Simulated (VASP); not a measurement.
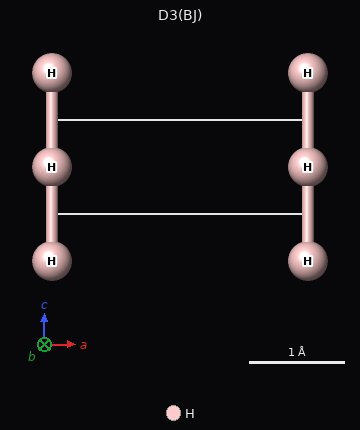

Crystalline H (set up in P4/mmm), relaxed (cell and atoms) with several dispersion corrections. The picture shows the result with D3(BJ). A ball-and-stick model of the cell of the calculation, seen along the b axis.

Computed with VASP 6.6.1: PBEsol, VASP PAW PBE potentials, recommended. (plane-wave cutoff 600 eV; k-point mesh 10 × 10 × 26; occupations fermi-dirac; smearing width 0.05 eV; no spin polarisation)

```csv
dispersion correction,volume (Å³/atom),a (Å),c (Å)
D4,?,?,?
D3(BJ),7.181,2.694,0.990
none,8.706,2.967,0.989
rVV10,7.855,2.818,0.989
D3,6.939,2.648,0.990
```

Question: Fill in the missing row.

Answer: With D4 the volume falls between D3(BJ) (7.181) and rVV10 (7.855). The calculation gives 7.850 Å³/atom (a = 2.820 Å, c = 0.987 Å). In order of volume: D3 < D3(BJ) < D4 < rVV10 < none; the spread is 25.5 %.
